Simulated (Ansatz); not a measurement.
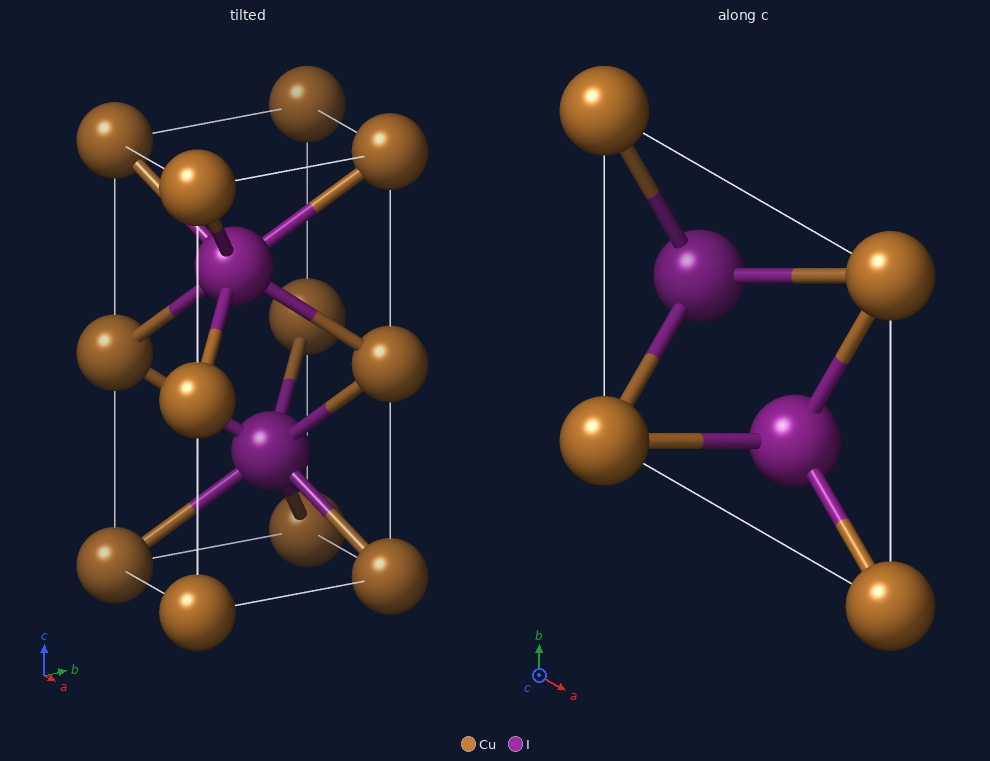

Structure drawing (ball-and-stick), viewed slightly off an axis and along the c axis. The edges of the conventional unit cell are marked.

CuI, nickel arsenide (NiAs) type, space group P6_3/mmc (No. 194), a = 4.147 Å, b = 4.147 Å, c = 6.336 Å, α = 90.00°, β = 90.00°, γ = 120.00°. The structure comes from a structure type filled with these elements by a generator (whether the compound takes this form wasn't checked). Earlier steps of the study may have refined or changed the cell and positions. It went into a calculation with Ansatz.

This one geometry was computed with Ansatz (DFT, plane waves, PAW) at six levels of theory: dielectric-dependent PBE0 (fraction 1/eps_inf of PBE), HSE06, PBE0, r2SCAN, LDA and PBE with spin-orbit coupling. It was relaxed beforehand with r2SCAN.

Q: Which level gives the highest pressure at this volume, and what does that say about its equilibrium volume?

A: Highest: dielectric-dependent PBE0 (fraction 1/eps_inf of PBE) (0.7 GPa), HSE06 (1.0 GPa), PBE0 (1.0 GPa) and PBE with spin-orbit coupling (0.7 GPa), which points to the largest equilibrium volume. Lowest, with the smallest volume: LDA (-5.1 GPa). Levels within 0.5 GPa of each other can't be told apart.

Q: How does the band gap change with the level of theory?

A: LDA: a gap of 0.39 eV, indirect; PBE with spin-orbit coupling: a gap of 0.42 eV, indirect; r2SCAN: a gap of 0.84 eV, indirect; dielectric-dependent PBE0 (fraction 1/eps_inf of PBE): a gap of 1.20 eV, indirect; HSE06: a gap of 1.91 eV, indirect; PBE0: a gap of 2.58 eV, indirect.

Q: Collect the results in a table.

A:
| level | cutoff (eV) | k-mesh of the run's cell | gap (eV) | pressure (GPa) |
| --- | --- | --- | --- | --- |
| dielectric-dependent PBE0 (fraction 1/eps_inf of PBE) | 420 | 6×6×4 | 1.20 | 0.7 |
| HSE06 | 420 | 6×6×4 | 1.91 | 1.0 |
| PBE0 | 420 | 6×6×4 | 2.58 | 1.0 |
| r2SCAN | 500 | 12×12×4 | 0.84 | 0.0 |
| LDA | 420 | 12×12×4 | 0.39 | -5.1 |
| PBE with spin-orbit coupling | 420 | 12×12×4 | 0.42 | 0.7 |

Gaps are taken on the k-mesh or band path of each run.
